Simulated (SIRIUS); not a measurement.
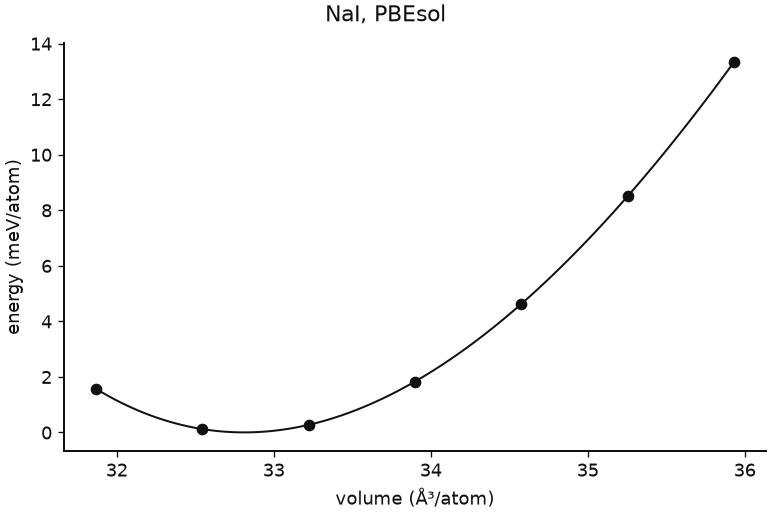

The picture above shows the energy against volume for NaI, space group Fm-3m (No. 225).

Structure:
```
I Na
1.0
     0.00000    3.23640    3.23640
     3.23640    0.00000    3.23640
     3.23640    3.23640    0.00000
I Na
1 1
Direct
  0.50000 0.50000 0.50000
  0.00000 0.00000 0.00000
```

How it was computed, with SIRIUS 7.10.0: plane-wave DFT, no spin polarisation; energies at scaled volumes of the given cell, shape and fractions fixed, counted from the fit's minimum, third-order Birch-Murnaghan fit. Level: PBEsol.

k mesh 7×7×7; occupations Fermi–Dirac; smearing width 0.05 eV; potentials dojo sr pbesol 0.4.1 standard; wave cutoff 1202 eV; density cutoff 4809 eV.

This calculation gives: equilibrium volume 32.81 Å³/atom and bulk modulus 17.4 GPa.

Now Na is replaced by K on all its sites, which gives KI in the same structure. The second calculation uses wave cutoff 1029.815 eV. How do these quantities change?

The equilibrium volume rises from 32.81 to 42.99 Å³/atom (+31 %) and the bulk modulus falls from 17.4 to 12.2 GPa (−30 %).

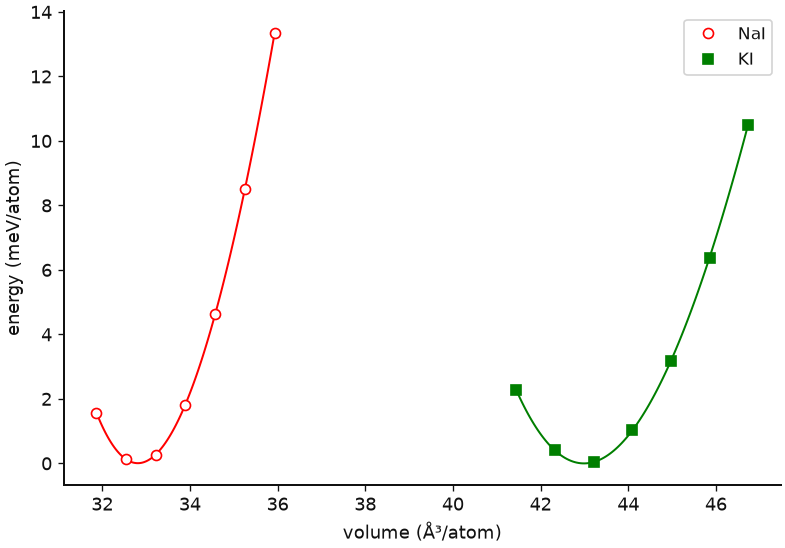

The two results together.

V0 and the bulk modulus come from third-order Birch–Murnaghan fits.
